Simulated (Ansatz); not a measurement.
Consider Ir.

The calculation's input:

```
crystal:
  lattice:
    - [4.3342820521, 0.0, 0.0]
    - [-2.167141026, 3.7535983643, 0.0]
    - [0.0, 0.0, 2.67343959]
  atoms:
    - { symbol: Ir, position: [0.0, 0.0, 0.0] }
    - { symbol: Ir, position: [0.3333333333, 0.6666666667, 0.5] }
    - { symbol: Ir, position: [0.6666666667, 0.3333333333, 0.5] }
hamiltonian:
  xc: pbesol
  pseudopotentials:
    kind: paw
    azcp:
      Ir: "pseudopotentials/Ir.paw.azcp"
basis:
  ecutwfc: 420
  fft_grid_basis: typed
kpoints:
  mp_grid: { grid: [11, 11, 15], shift: [0, 0, 0] }
magnetization:
  spin_polarized: false
scf:
  occupations: { method: fermi_dirac, width: 0.1 }
output:
  stress: true
  write_density: true
  write_potential: true
  elf: true
  volumetric_format: npy
```

Below, planes, directions and counts refer to the conventional cell (a = 4.33 Å, b = 4.33 Å, c = 2.67 Å, α = 90.00°, β = 90.00°, γ = 120.00°).

Space group P6/mmm; set up as Ir, omega (AlB2-type); a generated structure, not necessarily the stable one; changed on purpose from its base cell (volume × 1.0); computed without spin polarisation.

The calculation used Ansatz 0.2.0, DFT, PBEsol, plane waves (420 eV) with PAW, scalar-relativistic.

> What can the converged valence pseudo-density and electron localisation function tell about the bonding?

Ir–Ir (2.67 Å): the density is about 0.48 e/Å³ at the midpoint; the ELF is about 0.35 at the midpoint.

> Metal or insulator at this level of theory?

It is metallic or semimetallic at this level of theory: no gap opens.

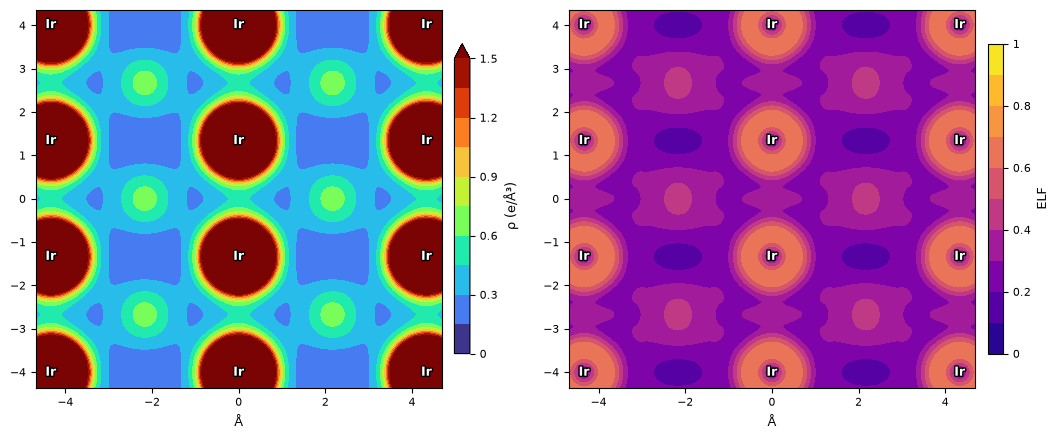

Computed valence pseudo-density and electron localisation function on the (010) plane of the conventional cell, in this order. 

The density is the valence pseudo-density of a PAW calculation; it isn't the true density close to the nuclei.
